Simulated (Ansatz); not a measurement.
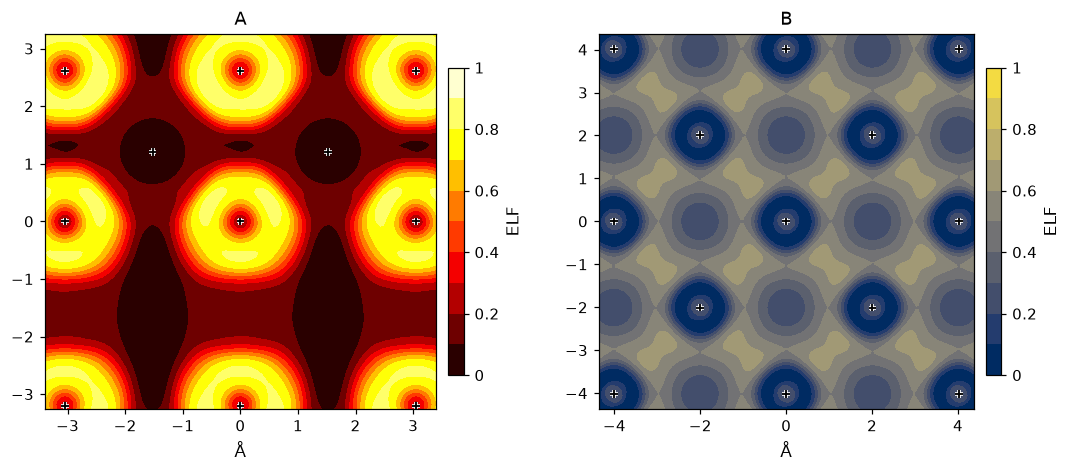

The ELF of 2 systems, each on a plane through atoms (crosses mark nuclei in the plane).

All numbers below come from DFT PBEsol, scalar-relativistic, plane waves, PAW in Ansatz.

System 1: Al, the (100) plane of the conventional cell. Space group Fm-3m; computed without spin polarisation.

```cif
data_structure
_symmetry_space_group_name_H-M 'P 1'
_symmetry_Int_Tables_number 1
_cell_length_a 4.0156
_cell_length_b 4.0156
_cell_length_c 4.0156
_cell_angle_alpha 90.000
_cell_angle_beta 90.000
_cell_angle_gamma 90.000
_cell_volume 64.75
loop_
_atom_site_label
_atom_site_type_symbol
_atom_site_fract_x
_atom_site_fract_y
_atom_site_fract_z
_atom_site_occupancy
Al1 Al 0.00000 0.00000 0.00000 1
Al2 Al 0.50000 0.50000 0.00000 1
Al3 Al 0.50000 0.00000 0.50000 1
Al4 Al 0.00000 0.50000 0.50000 1
```

System 2: Ga2O3, the (100) plane of the conventional cell. Space group C2/m.

```xyz
20
Lattice="12.2775 0.0000 0.0162 0.0000 3.0474 0.0000 -1.3857 0.0000 5.6429" Properties=species:S:1:pos:R:3 pbc="T T T"
Ga    0.0089    0.0000    4.4891
Ga    6.1477    1.5237    4.4972
Ga    4.7441    1.5237    1.1618
Ga   10.8828    0.0000    1.1699
Ga    1.5134    1.5237    1.7770
Ga    7.6522    0.0000    1.7851
Ga    3.2396    0.0000    3.8739
Ga    9.3783    1.5237    3.8820
O     1.8769    0.0000    0.6208
O     8.0157    1.5237    0.6289
O     2.8761    1.5237    5.0302
O     9.0148    0.0000    5.0383
O     1.3470    0.0000    3.1784
O     7.4857    1.5237    3.1865
O     3.4060    1.5237    2.4725
O     9.5448    0.0000    2.4806
O     5.7382    0.0000    1.4524
O    11.8770    1.5237    1.4605
O    -0.9852    1.5237    4.1985
O     5.1535    0.0000    4.2066
```

### Which map belongs to which system?

Panel A is system 2, Ga2O3: the plane holds Ga and O. Ga–O (1.95 Å): the ELF peaks at about 0.85 in the valence shell of O, 0.6 Å from its nucleus, and is about 0.35 at the midpoint. Panel B is system 1, Al: the plane holds Al. Al–Al (2.84 Å): the ELF peaks at about 0.65 between the atoms.
